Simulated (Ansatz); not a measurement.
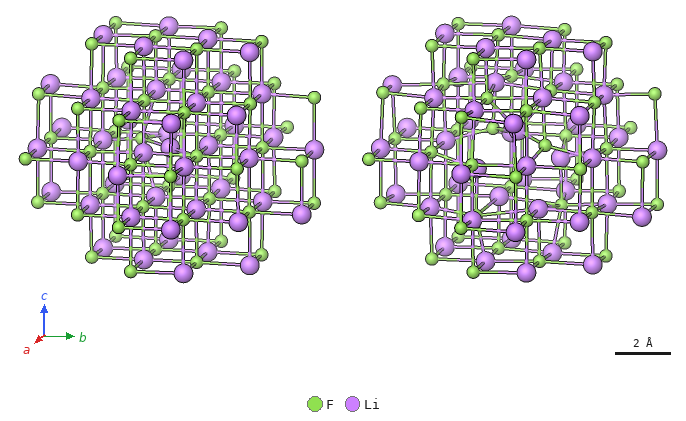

Two geometries of a defect cell of composition F₃₂Li₃₃ (cell charge −1), drawn at one scale. One is the start of a relaxation, the other its converged end. A ball-and-stick model of the atoms within 5.8 Å of the atom that moves most (axes of the cell of the calculation (origin shifted)), seen slightly off an axis.

Theory: DFT, PBEsol, PAW, plane waves (Ansatz 0.2.0). Settings: plane-wave cutoff 420 eV; k-point mesh 1 × 1 × 1; mesh shifted by (0.25, 0.25, 0.25); no spin polarisation; atoms relaxed in a fixed cell; force threshold 0.03 eV/Å; at most 80 steps.

Q: Which one is relaxed?

A: The right one is the relaxed one. The atoms of the start lie slightly off their symmetric places, so part of the fall in energy undoes that. The energy falls by 7.715 eV per cell of the calculation in 10 geometry steps. The largest force component goes from 7.1 to 0.011 eV/Å. The atom that moves furthest is a Li atom (0.79 Å along [1 1 3]). By element the largest moves are Li 0.79 Å, F 0.75 Å. The lattice vectors keep their values. Among the contacts that change: Li–Li 2.251 → 3.039 Å, F–Li 1.958 → 2.738 Å, F–Li 2.010 → 2.765 Å, Li–Li 1.466 → 2.192 Å. New bonds form, among them: F–Li (2.46 → 1.93 Å), F–Li (2.49 → 1.94 Å). Bonds break, among them: F–Li (1.96 → 2.64 Å), F–Li (1.96 → 2.74 Å), F–Li (2.00 → 2.61 Å), F–Li (2.01 → 2.77 Å). Among the angles between lasting bonds that change: Li–F–Li 149.5° → 104.2°, F–Li–F 152.9° → 178.7°, F–Li–F 59.1° → 81.7°. The run took 6.3 s on 1 × NVIDIA GB200 with 8 threads of Arm Neoverse-V2, peak memory 1.6 GiB.

Limits of the set-up: the periodic images lie only 8.0 Å apart, so the values are limited by the cell's size; the cell is charged, on a uniform background, and energies carry no finite-size correction.
